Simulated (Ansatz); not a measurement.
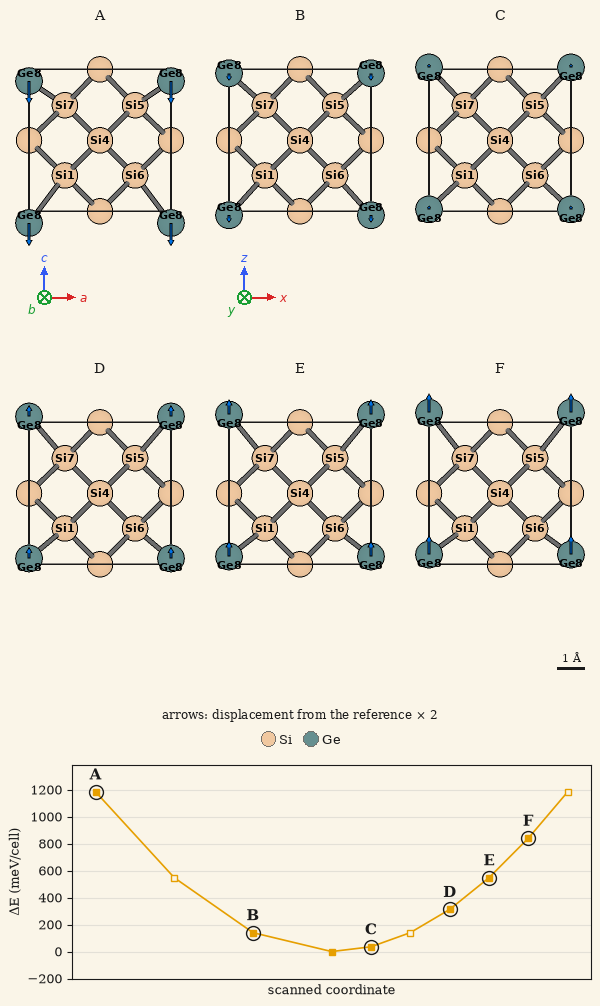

A scan of a crystal of Si₇Ge (P-43m) along one coordinate. Hollow markers are points alike by symmetry, not computed again. The picture is a ball-and-stick view of the cell of the calculation, seen along the b axis. Blue arrows: displacements from the reference.

Theory: DFT PBEsol, scalar-relativistic, plane waves, PAW (Ansatz). (plane-wave cutoff 420 eV; k-point mesh 6 × 6 × 6; occupations gaussian; smearing width 0.03 eV; no spin polarisation). Energies (free energies at the smearing named) are counted from the relaxed crystal.

Q: Which coordinate changes from frame to frame?

A: The Ge atom (one in each cell of 8 atoms) is moved along Cartesian [0 0 1], all else fixed. In the frames the displacement is −0.45 Å (A), −0.15 Å (B), 0.075 Å (C), 0.225 Å (D), 0.30 Å (E), 0.375 Å (F). Of the computed points the lowest is at the displacement 0.00 Å, 0 meV/cell. The end points stand at 1184 meV/cell (−0.45 Å) and 1184 meV/cell (0.45 Å). The curvature at zero is about 12 eV/Å². The well is symmetric. At the highest point the shortest interatomic distance is 2.16 Å, against 2.36 Å in the reference. The distortion takes the space group from P-43m to Cmm2. The band gap on the mesh, 0.28 eV in the reference, closes at −0.45 Å, 0.375 Å.
